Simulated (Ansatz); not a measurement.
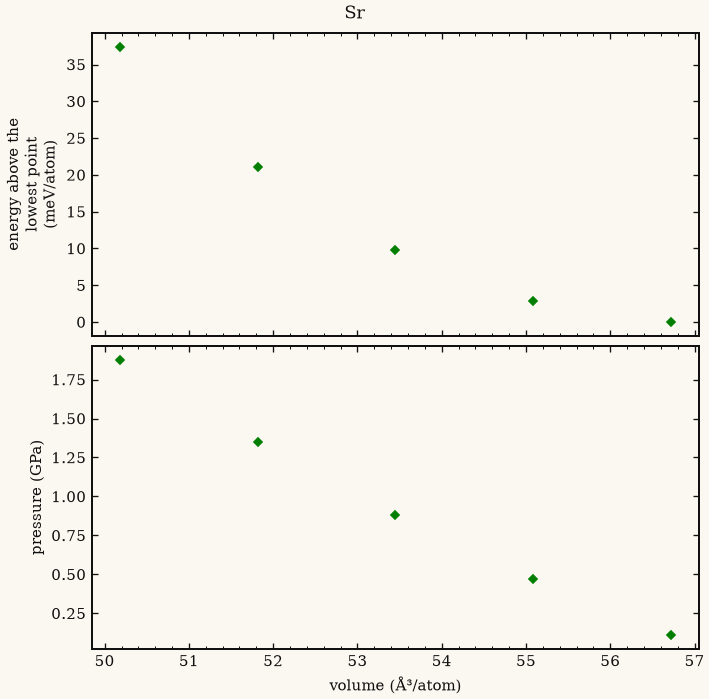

Plotted: energy above the lowest point and pressure against volume for Sr, space group Fm-3m (No. 225) (one of a set of cubic test structures, which need not be the stable phase).

Computed with Ansatz 0.2.0 development build: equation of state of a cubic crystal from periodic Kohn-Sham density functional theory without spin; pressure corrected for the finite basis. Level: HSE06.

- structure type: fcc
- atoms in cell: 1
- space group number: 225
- lattice centring: face-centred primitive
- k mesh: 6×6×6
- occupation method: Fermi–Dirac
- occupation width: 0.1 eV
- wave cutoff: 420 eV
- datasets: soft-1 PAW
- density tolerance: 0 eV
- bands: 9
- density cutoff ratio: 4
- search for lower states: default
- exchange singularity: regularized

Question: What does the energy above the lowest point do across the range?

Answer: It falls from 37.4 meV/atom at volume 50.18 Å³/atom to 0.0 meV/atom at 56.72 Å³/atom.

Question: Read off the course of the pressure.

Answer: It falls from 1.878 GPa at volume 50.18 Å³/atom to 0.110 GPa at 56.72 Å³/atom.

Note: modest k-mesh, values are not fully converged in k; the volumes run don't bracket the minimum of the energy, so any equilibrium value is extrapolated.
